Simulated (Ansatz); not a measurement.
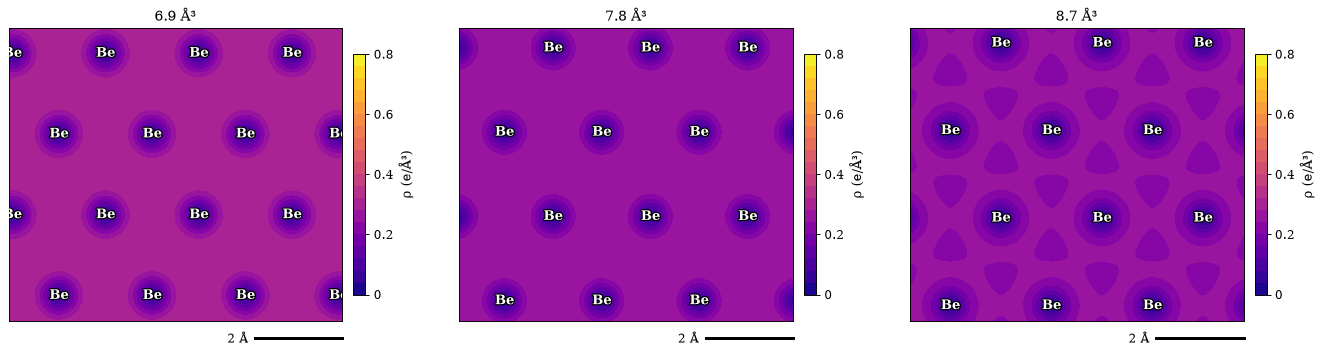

Be. The valence pseudo-density of cells scaled evenly to different volumes (given per atom above each panel), on the (010) plane of each (indices in the axes of the cell below), at one length scale and on one colour scale.

A generated structure, not necessarily the stable one.

Theory: DFT, PBEsol, plane waves (420 eV) with PAW, scalar-relativistic in Ansatz 0.2.0.

The density is the valence pseudo-density of a PAW calculation; it isn't the true density close to the nuclei.

The largest cell:

```
Be
1.0
     0.00000    1.63467    1.63467
     1.63467    0.00000    1.63467
     1.63467    1.63467    0.00000
Be
1
Direct
  0.00000 0.00000 0.00000
```

| volume (Å³/atom) | Be–Be contact in the plane (Å) | ρ at its midpoint (e/Å³) | pressure (GPa) | 
| --- | --- | --- | --- |
| 6.86 | 2.133 | 0.310 | 19.4 | 
| 7.18 | 2.165 | ? | ? | 
| 7.80 | 2.226 | 0.272 | 0.0 | 
| 8.74 | 2.312 | 0.242 | −11.2 | 

### What values belong in the row with question marks?

Over the known rows ln ρ falls by 1.38 per Å of Be–Be distance (a least-squares line), which gives 0.296 e/Å³ at 2.165 Å; the calculation gives 0.296 e/Å³. For the pressure, a straight line in volume between the neighbouring rows gives 12.8 GPa; the calculation gives 11.7, lower because pressure rises ever faster on compression.
